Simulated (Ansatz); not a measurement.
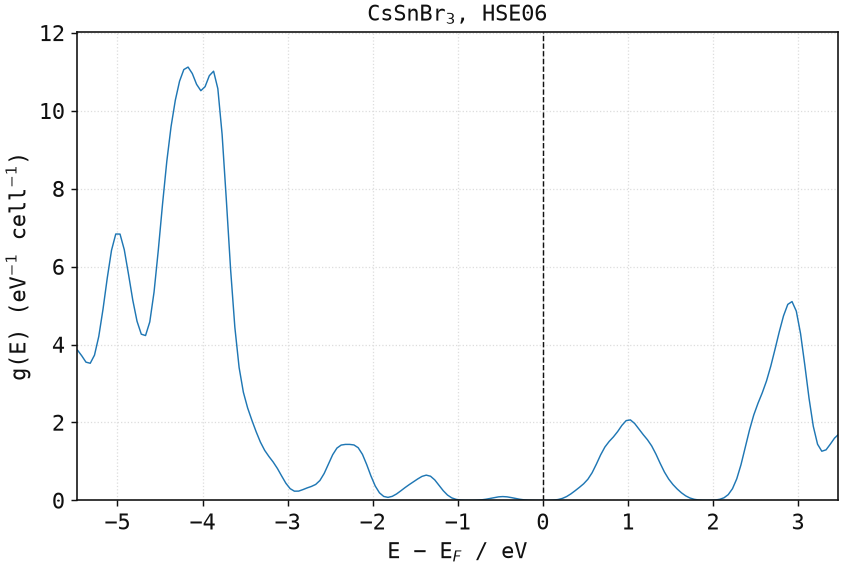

Density of states of CsSnBr₃, space group Pm-3m, 5 atoms in the cell, cubic perovskite type. Ansatz; DFT, HSE06, plane waves, PAW, no spin polarisation, 4×4×4 k mesh, 420 eV cutoff. Energies are counted from the Fermi level, put mid-gap where there is a gap. The curve is built from the levels of the k mesh with Gaussians 0.3 eV wide, which also blur the band edges.

There is a gap; over the k points computed it is 0.94 eV (direct among those points). Within the window shown, the tallest peak of the filled states lies 3.7 eV under the valence-band top, at about 11 states per eV and cell.
